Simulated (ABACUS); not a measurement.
Band-structure run of MnO2 (part 3 of 3)

MnO2 (P6₃/mmc, 6 atoms in the cell); Kohn-Sham DFT of a periodic cell, PBEsol, SG15 ONCV 1.2 PBE, spin-polarised (ABACUS 3.10.1); cutoff 1319.75 eV, 9×9×2 k-mesh, fermi-dirac of 0.05 eV, collinear spins. The structure derives from a Materials Project entry.

Geometry of the input (Å; fractional positions):
```
2.8550  0.0000  0.0000
-1.4275  2.4725  0.0000
0.0000  0.0000  10.2217
Mn 0.0000  0.0000  0.5000
Mn 0.0000  0.0000  0.0000
O  0.6667  0.3333  0.4069
O  0.6667  0.3333  0.0931
O  0.3333  0.6667  0.5931
O  0.3333  0.6667  0.9069
```

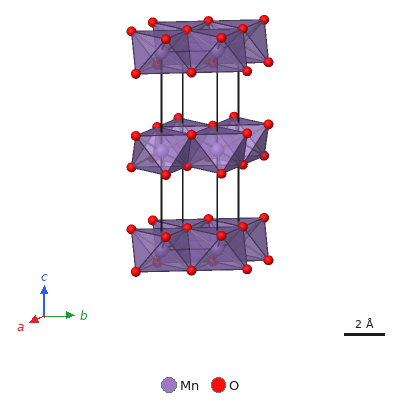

The structure (polyhedral view of the cell of the calculation, seen slightly off an axis; polyhedra are completed across the faces of the cell). An atom can appear more than once, as a periodic image.

### Key numbers

| quantity | value |
| --- | --- |
| outcome | converged |
| space group (tolerance 0.01 Å) | P6₃/mmc (194) |
| electrons treated | 54 |
| free energy | −7146.0002 eV |
| Fermi energy | 7.185 eV |
| gap on the k-point mesh | 0.96 eV |
| net moment of the cell | 6.00 μB |
| integrated absolute moment | 6.11 μB |
| pressure | −0.39 GPa |
| largest force (length of the vector) | 0.049 eV/Å |
| wall time | 2.5 min (CPU time 10 min) |
| peak memory | 1 GiB |

### Remarks

Semilocal DFT without U tends to delocalise the d electrons of such compounds and to underestimate the gap.
